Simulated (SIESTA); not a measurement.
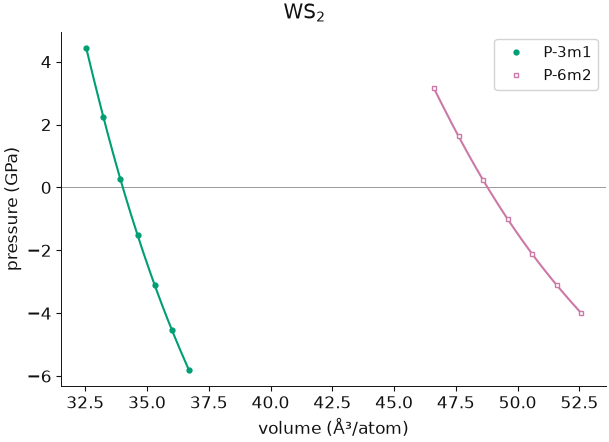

The picture above shows the pressure against volume, with one curve for each structure, for WS₂.

How it was computed, with SIESTA 5.4.2: DFT in numerical atomic orbitals with pseudopotentials, no spin polarisation; energies at scaled volumes of the given cell, shape and fractions fixed, counted from the fit's minimum, third-order Birch-Murnaghan fit. Level: LDA.

occupations Fermi–Dirac; smearing width 0.05 eV; potentials PseudoDojo 0.4 standard, converted to PSML, two zetas on semicore shells.

Settings that differ: P-3m1: k mesh 8×8×2; P-6m2: k mesh 10×10×2.

**Order the curves by fitted equilibrium volume, smallest first.**

P-3m1 34.021, P-6m2 48.781 Å³/atom.

**Order the curves by fitted bulk modulus, smallest first.**

P-6m2 62.9, P-3m1 90.6 GPa.

**For P-3m1: how does the pressure vary with volume?**

It falls from 4.44 GPa at volume 32.54 Å³/atom to −5.80 GPa at 36.69 Å³/atom, and changes sign near 34.03 Å³/atom.

**For P-6m2: what does the pressure do across the range?**

It falls from 3.15 GPa at volume 46.62 Å³/atom to −3.99 GPa at 52.57 Å³/atom, and changes sign near 48.79 Å³/atom.

Keep in mind: mulliken charges of long orbitals; short basis over semicore shells; shape and atomic fractions are frozen while scaling, which makes layered, chain and framework solids too stiff.
